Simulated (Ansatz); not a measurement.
**Run report: TaN, geometry relaxation (part 1 of 2)**

System: TaN (P-6m2, 2 atoms in the cell).
Method: DFT PBEsol, scalar-relativistic, plane waves, PAW, no spin polarisation (Ansatz 0.2.0).

The structure derives from an entry of the Crystallography Open Database. Figures and captions count atoms from 1; the log counts them from 0 in places.

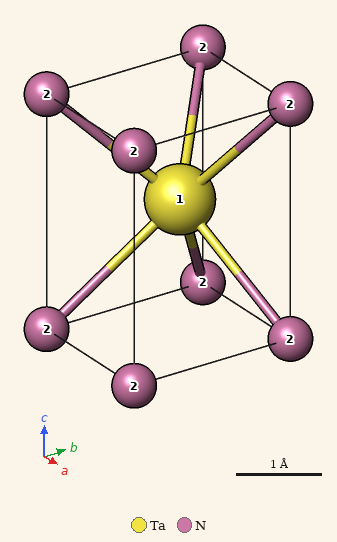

*The structure as given in the input (ball-and-stick view of the cell of the calculation, seen slightly off an axis; atoms are numbered from 1 in the order of the input). An atom can appear more than once, as a periodic image.*

Key numbers

| quantity | value |
| --- | --- |
| outcome | converged |
| space group (tolerance 0.01 Å) | P-6m2 (187) |
| electrons treated | 18 |
| free energy | −10187.6441 eV |
| Fermi energy | 20.363 eV |
| gap on the k-point mesh | none (metallic) |
| pressure | 0.00 GPa |
| final volume | 21.26 Å³ |
| largest force (length of the vector) at the end | under 0.001 eV/Å |
| final cell | a = 2.924 Å, b = 2.924 Å, c = 2.871 Å, α = 90.00°, β = 90.00°, γ = 120.00° |
| hardware | 1 thread of Intel Xeon (Granite Rapids), 192 GiB of memory available, shared host |
| wall time | 30 s |
| peak memory | 0.44 GiB |

Spin–orbit coupling is left out, which matters for Ta.

Input file
```yaml
crystal:
  lattice:
    - [2.9379988584, 0.0, 0.0]
    - [-1.4689994292, 2.5443816477, 0.0]
    - [0.0, 0.0, 2.883]
  atoms:
    - { symbol: Ta, position: [0.3333333333, 0.6666666667, 0.5] }
    - { symbol: "N", position: [0.0, 0.0, 0.0] }
basis:
  ecutwfc: 420
kpoints:
  mp_grid: { grid: [18, 18, 14] }
hamiltonian:
  xc: pbesol
scf:
  occupations: { method: gaussian, width: 0.1 }
output:
  forces: true
  stress: true
  eigenvalues: true
relax:
  adjacent_minimum: "off"
  f_tol: 0.005
  max_steps: 80
  cell: { stress_tol: 0.05 }
```

Launch command:
```bash
ansatz run input.yaml --threads 1 --pin off --max-ram 2560MiB --backend cpu --events-out ev --progress --plain --runs-dir out
```

What the program printed
```
Engine: ansatz 0.2.0, x86_64-unknown-linux-gnu
Pseudopotentials: kind: paw
Pseudopotential: Ta, paw, valence charge 13, recommended cutoff 420 eV (normal), Ta.paw.azcp
Pseudopotential: N, paw, valence charge 5, recommended cutoff 420 eV (normal), N.paw.azcp
Functional definition: PBEsol
  exchange = pbesol_x
  correlation = pbesol_c
Crystal: 2 atoms, lattice volume = 21.552 Å³
Basis set: ecut = 420 eV, 405 PW (Γ), exchange–correlation on 40×40×40 points (8 copies of the dense FFT grid, shifted against one another)
Bands: 13, of which v1, the nominal top of the filled ones, is band 9 counted from 1 (8 counted from 0)
Symmetry: 12 space group operations
Space group: P-6m2 (ITA 187), of the structure as read, at distance tolerance 2.8e-5 Å
k-points: 296 of 4536 (time reversal used)
Non-local potential: Ta, projectors of the file, l = 0: 3, l = 1: 2, l = 2: 2, l = 3: 1
Non-local potential: N, projectors of the file, l = 0: 2, l = 1: 2, l = 2: 1
PAW form: soft (Blöchl's): semilocal exchange-correlation on the pseudo side does not see the compensation charge
PAW frozen core: Ta, regenerated for the run's functional, and the local potential with it (the file was generated under x = pbe(κ = 0.804, μ = 0.2195149727645171), c = pbe(β = 0.06672455060314922))
PAW frozen core: N, regenerated for the run's functional, and the local potential with it (the file was generated under x = pbe(κ = 0.804, μ = 0.2195149727645171), c = pbe(β = 0.06672455060314922))
PAW one-centre angular grid: Ta, 590 points (default); XC on 64 Gauss nodes
PAW one-centre angular grid: N, 110 points (default); XC on 64 Gauss nodes
Initial density: superposition of atomic densities (neutral atoms: chi_scale 0, normalization atom), corrected by the library's trained network
Initial wavefunctions: pseudopotential atomic-orbital guess
Functional: x = pbesol(κ = 0.804, μ = 0.12345679012345678), c = pbesol(β = 0.046)
SCF iter   1: F=—  HF=-10187.651735 eV  |F-HF|=—  |Δ(HF+E_count)|=         —  Δρ=1.71e-2  dr2=5.99e-2  ethr=1.77e-3  ⟨swp⟩=5.5  Hψ=19109  notcnv=0
preconditioner: auto → none  [metal: Δε(μ)=0.068 eV  Ē_g=10.965 eV  σ=0.100 eV  W_gap=0.37  n_scr=8 (ndim 8)  ℏωp=25.3 eV  f_vac=0.000  D(μ)=0.05/eV (n_scr^D=0)  sad-step TF]
SCF iter   2: F=—  HF=-10187.645120 eV  |F-HF|=—  |Δ(HF+E_count)|=   6.61e-3  Δρ=1.03e-2  dr2=2.54e-2  ethr=3.33e-4  ⟨swp⟩=1.0  Hψ=6216  notcnv=0
SCF iter   3: F=—  HF=-10187.639623 eV  |F-HF|=—  |Δ(HF+E_count)|=   5.50e-3  Δρ=1.07e-3  dr2=1.49e-4  ethr=1.41e-4  ⟨swp⟩=2.1  Hψ=5288  notcnv=0
SCF iter   4: F=—  HF=-10187.639554 eV  |F-HF|=—  |Δ(HF+E_count)|=   6.84e-5  Δρ=2.19e-4  dr2=6.44e-6  ethr=8.30e-7  ⟨swp⟩=2.1  Hψ=6178  notcnv=0
SCF iter   5: F=—  HF=-10187.639568 eV  |F-HF|=—  |Δ(HF+E_count)|=   1.36e-5  Δρ=1.83e-5  dr2=3.33e-8  ethr=3.58e-8  ⟨swp⟩=2.3  Hψ=5498  notcnv=0
SCF iter   6: F=-10187.639568 eV  HF=-10187.639568 eV  |F-HF|=1.35e-10  |Δ(HF+E_count)|=   1.25e-9  Δρ=3.29e-6  dr2=6.37e-10  ethr=1.85e-10  ⟨swp⟩=2.4  Hψ=14285  notcnv=0
the search or the solves at the SCF's close seem to have found levels that the self-consistency loop had missed (the run counts 2). By its estimate they hold under 1e-12 electrons; where the run keeps them, the occupations were computed again with them
SCF 1 converged in 6 iterations: F = -10187.639568 eV  dr2 = 6.37e-10
  greatest PAW one-centre occupation: 1.000 electrons in one spin orbital (limit 2), on the Ta atom at site 0 (counted from 0), in its partial waves of l = 0
relax step   1: F+E_penalty+E_count = -10187.63956774 eV  Δ(F+E_penalty+E_count) = +0.000e0 eV  max|allowed force component| = 1.850e-17 eV/Å  Δτ_max = 0.0000 Å  P = -4.869 GPa  Ω = 21.552 Å³  (6 SCF iters, dr2 threshold 1.00e-7 eV, accepted)
Crystal: 2 atoms, lattice volume = 21.071 Å³
Initial density: handed on by an earlier stage of this run
Initial wavefunctions: those handed on with the density
iter 1 solved again at ethr=9.52e-6 eV; its pass at ethr=3.10e-3 eV (dr2=1.71e-3 eV) is discarded
SCF iter   1: F=—  HF=-10187.643007 eV  |F-HF|=—  |Δ(HF+E_count)|=         —  Δρ=3.02e-3  dr2=1.62e-3  ethr=9.52e-6  ⟨swp⟩=2.0  Hψ=24186  notcnv=0
preconditioner: auto → none  [metal: Δε(μ)=0.069 eV  Ē_g=11.260 eV  σ=0.100 eV  W_gap=0.37  n_scr=8 (ndim 8)  ℏωp=25.6 eV  f_vac=0.000  D(μ)=0.05/eV (n_scr^D=0)]
SCF iter   2: F=—  HF=-10187.642588 eV  |F-HF|=—  |Δ(HF+E_count)|=   4.19e-4  Δρ=8.45e-4  dr2=1.19e-4  ethr=9.01e-6  ⟨swp⟩=2.2  Hψ=5133  notcnv=0
SCF iter   3: F=—  HF=-10187.642598 eV  |F-HF|=—  |Δ(HF+E_count)|=   9.66e-6  Δρ=1.76e-4  dr2=3.12e-6  ethr=6.63e-7  ⟨swp⟩=2.0  Hψ=4970  notcnv=0
iter 4 did not close the SCF: its close was put off for the readings that it lacked (scf_convergence_deferred on its scf_iter line)
SCF iter   4: F=-10187.642600 eV  HF=-10187.642600 eV  |F-HF|=3.52e-8  |Δ(HF+E_count)|=   2.14e-6  Δρ=1.73e-5  dr2=4.98e-8  ethr=1.73e-8  ⟨swp⟩=2.4  Hψ=5382  notcnv=0
iter 5 did not close the SCF: its close was put off for the readings that it lacked (scf_convergence_deferred on its scf_iter line)
SCF iter   5: F=-10187.642600 eV  HF=-10187.642600 eV  |F-HF|=1.11e-9  |Δ(HF+E_count)|=   1.79e-8  Δρ=3.64e-6  dr2=1.94e-9  ethr=2.77e-10  ⟨swp⟩=2.1  Hψ=6206  notcnv=0
SCF iter   6: F=-10187.642600 eV  HF=-10187.642600 eV  |F-HF|=4.18e-11  |Δ(HF+E_count)|=  5.53e-10  Δρ=5.52e-7  dr2=4.76e-11  ethr=1.08e-11  ⟨swp⟩=1.9  Hψ=11800  notcnv=0
SCF 2 converged in 6 iterations: F = -10187.642600 eV  dr2 = 4.76e-11
relax step   2: F+E_penalty+E_count = -10187.64260011 eV  Δ(F+E_penalty+E_count) = -3.032e-3 eV  max|allowed force component| = 0.000e0 eV/Å  Δτ_max = 0.0000 Å  P = +3.157 GPa  Ω = 21.071 Å³  energy of the carried Pulay correction = +1.436e-3 eV  (6 SCF iters, dr2 threshold 2.00e-7 eV, accepted)
Crystal: 2 atoms, lattice volume = 21.255 Å³
iter 1 solved again at ethr=2.01e-6 eV; its pass at ethr=3.10e-3 eV (dr2=3.62e-4 eV) is discarded
SCF iter   1: F=—  HF=-10187.645005 eV  |F-HF|=—  |Δ(HF+E_count)|=         —  Δρ=1.50e-3  dr2=4.30e-4  ethr=2.01e-6  ⟨swp⟩=2.0  Hψ=24185  notcnv=0
preconditioner: auto → none  [metal: Δε(μ)=0.074 eV  Ē_g=11.183 eV  σ=0.100 eV  W_gap=0.40  n_scr=8 (ndim 8)  ℏωp=25.5 eV  f_vac=0.000  D(μ)=0.05/eV (n_scr^D=0)]
SCF iter   2: F=—  HF=-10187.644867 eV  |F-HF|=—  |Δ(HF+E_count)|=   1.38e-4  Δρ=4.46e-4  dr2=2.87e-5  ethr=2.01e-6  ⟨swp⟩=2.4  Hψ=5575  notcnv=0
SCF iter   3: F=—  HF=-10187.644877 eV  |F-HF|=—  |Δ(HF+E_count)|=   1.09e-5  Δρ=9.52e-5  dr2=7.22e-7  ethr=1.60e-7  ⟨swp⟩=2.3  Hψ=5301  notcnv=0
iter 4 did not close the SCF: its close was put off for the readings that it lacked (scf_convergence_deferred on its scf_iter line)
SCF iter   4: F=-10187.644878 eV  HF=-10187.644878 eV  |F-HF|=3.45e-9  |Δ(HF+E_count)|=   3.90e-7  Δρ=7.26e-6  dr2=6.69e-9  ethr=4.01e-9  ⟨swp⟩=2.0  Hψ=5260  notcnv=0
iter 5 did not close the SCF: its close was put off for the readings that it lacked (scf_convergence_deferred on its scf_iter line)
SCF iter   5: F=-10187.644878 eV  HF=-10187.644878 eV  |F-HF|=2.91e-11  |Δ(HF+E_count)|=   1.85e-9  Δρ=7.73e-7  dr2=8.07e-11  ethr=3.72e-11  ⟨swp⟩=2.1  Hψ=6226  notcnv=0
SCF iter   6: F=-10187.644878 eV  HF=-10187.644878 eV  |F-HF|=7.28e-12  |Δ(HF+E_count)|=    0.00e0  Δρ=1.48e-7  dr2=1.70e-12  ethr=1.00e-12  ⟨swp⟩=1.0  Hψ=9967  notcnv=0
SCF 3 converged in 6 iterations: F = -10187.644878 eV  dr2 = 1.70e-12
relax step   3: F+E_penalty+E_count = -10187.64487777 eV  Δ(F+E_penalty+E_count) = -2.278e-3 eV  max|allowed force component| = 1.110e-16 eV/Å  Δτ_max = 0.0000 Å  P = +0.107 GPa  Ω = 21.255 Å³  energy of the carried Pulay correction = +8.760e-4 eV  (6 SCF iters, dr2 threshold 2.00e-7 eV, accepted)
Crystal: 2 atoms, lattice volume = 21.259 Å³
iter 1 solved again at ethr=3.09e-8 eV; its pass at ethr=3.10e-3 eV (dr2=5.56e-6 eV) is discarded
SCF iter   1: F=—  HF=-10187.644911 eV  |F-HF|=—  |Δ(HF+E_count)|=         —  Δρ=2.02e-4  dr2=8.33e-6  ethr=3.09e-8  ⟨swp⟩=2.0  Hψ=23546  notcnv=0
preconditioner: auto → none  [metal: Δε(μ)=0.072 eV  Ē_g=11.181 eV  σ=0.100 eV  W_gap=0.39  n_scr=8 (ndim 8)  ℏωp=25.5 eV  f_vac=0.000  D(μ)=0.05/eV (n_scr^D=0)]
SCF iter   2: F=—  HF=-10187.644924 eV  |F-HF|=—  |Δ(HF+E_count)|=   1.26e-5  Δρ=6.43e-5  dr2=5.48e-7  ethr=3.09e-8  ⟨swp⟩=2.9  Hψ=6331  notcnv=0
iter 3 did not close the SCF: its close was put off for the readings that it lacked (scf_convergence_deferred on its scf_iter line)
SCF iter   3: F=-10187.644924 eV  HF=-10187.644924 eV  |F-HF|=3.88e-9  |Δ(HF+E_count)|=   1.33e-7  Δρ=1.34e-5  dr2=9.71e-9  ethr=3.04e-9  ⟨swp⟩=2.4  Hψ=5387  notcnv=0
iter 4 did not close the SCF: its close was put off for the readings that it lacked (scf_convergence_deferred on its scf_iter line)
SCF iter   4: F=-10187.644924 eV  HF=-10187.644924 eV  |F-HF|=2.73e-11  |Δ(HF+E_count)|=   5.00e-9  Δρ=8.84e-7  dr2=4.99e-11  ethr=5.40e-11  ⟨swp⟩=2.3  Hψ=5971  notcnv=0
iter 5 did not close the SCF: its close was put off for the readings that it lacked (scf_convergence_deferred on its scf_iter line)
SCF iter   5: F=-10187.644924 eV  HF=-10187.644924 eV  |F-HF|=5.46e-12  |Δ(HF+E_count)|=  3.64e-11  Δρ=6.55e-8  dr2=2.42e-13  ethr=1.00e-12  ⟨swp⟩=1.1  Hψ=3945  notcnv=0
SCF iter   6: F=-10187.644924 eV  HF=-10187.644924 eV  |F-HF|=1.09e-11  |Δ(HF+E_count)|=  1.27e-11  Δρ=1.01e-8  dr2=1.48e-14  ethr=1.00e-12  ⟨swp⟩=1.0  Hψ=8880  notcnv=0
SCF 4 converged in 6 iterations: F = -10187.644924 eV  dr2 = 1.48e-14
relax step   4: F+E_penalty+E_count = -10187.64492365 eV  Δ(F+E_penalty+E_count) = -4.588e-5 eV  max|allowed force component| = 7.401e-17 eV/Å  Δτ_max = 0.0000 Å  P = -0.005 GPa  Ω = 21.259 Å³  energy of the carried Pulay correction = +8.650e-4 eV  (6 SCF iters, dr2 threshold 2.00e-7 eV, accepted)
Initial wavefunctions: pseudopotential atomic-orbital guess (no wavefunctions were taken with the density)
iter 1 solved again at ethr=1.03e-7 eV; its pass at ethr=3.10e-3 eV (dr2=1.85e-5 eV) is discarded
SCF iter   1: F=—  HF=-10187.644110 eV  |F-HF|=—  |Δ(HF+E_count)|=         —  Δρ=7.33e-5  dr2=1.87e-7  ethr=1.03e-7  ⟨swp⟩=3.1  Hψ=30383  notcnv=0
SCF iter   2: F=—  HF=-10187.644126 eV  |F-HF|=—  |Δ(HF+E_count)|=   1.57e-5  Δρ=3.43e-5  dr2=2.81e-8  ethr=1.04e-9  ⟨swp⟩=2.1  Hψ=5378  notcnv=0
SCF iter   3: F=—  HF=-10187.644126 eV  |F-HF|=—  |Δ(HF+E_count)|=   5.06e-8  Δρ=4.76e-6  dr2=5.27e-10  ethr=1.56e-10  ⟨swp⟩=2.0  Hψ=5063  notcnv=0
iter 4 did not close the SCF: its close was put off for the readings that it lacked (scf_convergence_deferred on its scf_iter line)
SCF iter   4: F=-10187.644126 eV  HF=-10187.644126 eV  |F-HF|=7.28e-12  |Δ(HF+E_count)|=   1.32e-9  Δρ=3.04e-7  dr2=6.48e-12  ethr=2.93e-12  ⟨swp⟩=2.0  Hψ=5272  notcnv=0
iter 5 did not close the SCF: its close was put off for the readings that it lacked (scf_convergence_deferred on its scf_iter line)
SCF iter   5: F=-10187.644126 eV  HF=-10187.644126 eV  |F-HF|=5.46e-12  |Δ(HF+E_count)|=  7.28e-12  Δρ=3.87e-8  dr2=2.48e-13  ethr=1.00e-12  ⟨swp⟩=1.0  Hψ=3848  notcnv=0
iter 6 did not close the SCF: its close was put off for the readings that it lacked (scf_convergence_deferred on its scf_iter line)
SCF iter   6: F=-10187.644126 eV  HF=-10187.644126 eV  |F-HF|=3.64e-12  |Δ(HF+E_count)|=  5.46e-12  Δρ=4.02e-9  dr2=3.58e-15  ethr=1.00e-12  ⟨swp⟩=1.0  Hψ=3848  notcnv=0
iter 7 did not close the SCF: its close was put off for the readings that it lacked (scf_convergence_deferred on its scf_iter line)
SCF iter   7: F=-10187.644126 eV  HF=-10187.644126 eV  |F-HF|=1.82e-12  |Δ(HF+E_count)|=  3.64e-12  Δρ=8.74e-10  dr2=1.47e-16  ethr=1.00e-12  ⟨swp⟩=1.0  Hψ=3848  notcnv=0
SCF iter   8: F=-10187.644126 eV  HF=-10187.644126 eV  |F-HF|=3.64e-12  |Δ(HF+E_count)|=  5.46e-12  Δρ=2.87e-10  dr2=4.82e-18  ethr=1.00e-12  ⟨swp⟩=2.6  Hψ=10628  notcnv=0
SCF 5 converged in 8 iterations: F = -10187.644126 eV  dr2 = 4.82e-18
relax step   5: F+E_penalty+E_count = -10187.64412602 eV  Δ(F+E_penalty+E_count) = +7.976e-4 eV  max|allowed force component| = 7.401e-17 eV/Å  Δτ_max = 0.0000 Å  P = -0.065 GPa  Ω = 21.259 Å³  stress off target by 6.67e-2 GPa  SCF on the basis re-selected at this cell (its energy is not comparable with the rows above)  (8 SCF iters)
basis re-selected at this cell: Δ(F+E_penalty+E_count) = +7.976e-4 eV, ΔP = -0.060 GPa vs the last step (what re-selecting the basis moved, of the pressure what is left beyond the Pulay correction that the steps carried, after the strain that the cell walked since its last selection, with what the two solves' SCF thresholds leave and, on support functions, any second-order correction that the steps lacked; it is no measure of the basis error at this ecutwfc). This SCF's stress stands 6.67e-2 GPa from its target on what of the cell is left free (relax.cell.stress_tol is 5.00e-2 GPa) and its largest allowed force component is 7.40e-17 eV/Å (relax.f_tol is 5.00e-3 eV/Å): not within both, so this SCF does not close the relaxation
```
